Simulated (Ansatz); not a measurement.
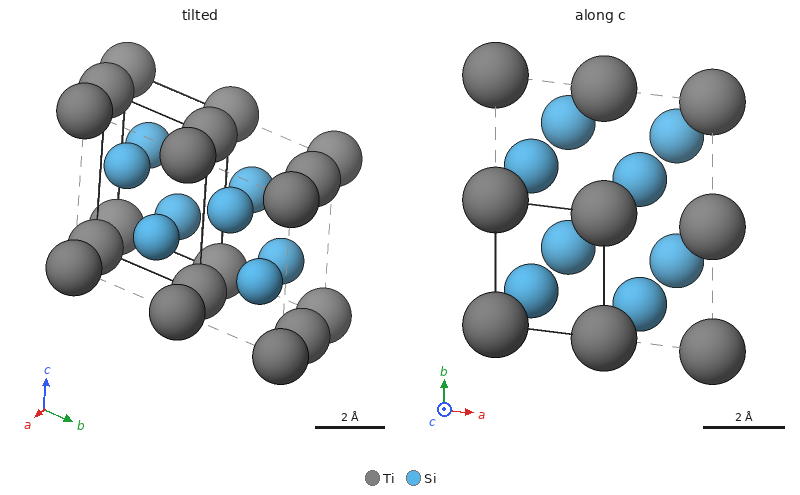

The structure above is drawn in spheres-only style and viewed slightly off an axis and along the c axis. The picture spans 2×2×1 cells, one unit cell being drawn with solid lines.

TiSi2, a = 2.87 Å, b = 3.31 Å, c = 4.61 Å, α = 109.79°, β = 108.10°, γ = 90.27°.

Setup: Ansatz 0.2.0, DFT PBE, scalar-relativistic, plane waves, PAW; plane waves up to 420 eV, k-points about 0.18 Å⁻¹ apart, Gaussian smearing of 0.1 eV, no spin polarisation.

> Is the electronic structure metallic or gapped?

A metal: bands cross the Fermi level.

> What pressure does the calculation give for this cell?

The computed pressure is 16.6 GPa (compressed: it would expand). The stress isn't hydrostatic: its largest component is 17.3 GPa.

Source of the structure: a structure listed in the Materials Project. The cell was then strained or its atoms displaced on purpose. A calculation with Ansatz used it as input.

At this level of theory the cell isn't at rest (compressed, at 17 GPa and forces up to 0.8 eV/Å), so its distances can differ from those at equilibrium, the more so the softer the solid.
